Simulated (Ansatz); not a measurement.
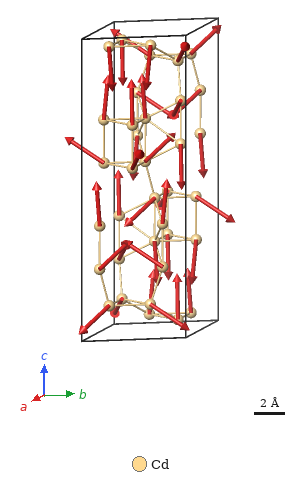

A relaxation of crystalline Cd (built on the alpha-boron_166 type). The starting structure is drawn; red arrows show the displacements (the part carried along by the change of the cell is left out), magnified 200 times.

Style: ball-and-stick. Shown: the conventional cell (3 times the calculation's cell), slightly off an axis. Lengths and directions refer to the drawn axes.

Case: alpha-boron type (R-3m, No. 166).

Level of theory: DFT PBEsol, scalar-relativistic, plane waves, PAW in Ansatz 0.2.0. (plane-wave cutoff 420 eV; k-point mesh 6 × 6 × 6; occupations gaussian; smearing width 0.1 eV; no spin polarisation; cell and atoms relaxed; force threshold 0.01 eV/Å; at most 80 steps)

**Describe the change and its energy.**

The largest moves relative to the cell, 0.016 Å, are those of Cd atoms. The volume changes by −0.3 %, with a = b 7.297 → 7.332 Å (+0.5 %), c 20.957 → 20.692 Å (−1.3 %). Some distances before and after: Cd–Cd 2.879 → 2.918 Å, Cd–Cd 3.001 → 2.971 Å, Cd–Cd 2.778 → 2.755 Å, Cd–Cd 3.023 → 3.041 Å. The space group stays R-3m (No. 166). The energy falls by 1.2 meV per atom in 3 accepted moves (4 points after the start). Largest force component: 0.15 eV/Å at the start, 0.0051 eV/Å at the end. Pressure: −0.07 GPa at the start and −0.02 GPa at the end. At 1 point the geometry stayed and the basis and grid were re-selected for the new cell (energy shift of less than 0.05 meV per atom at most each time).
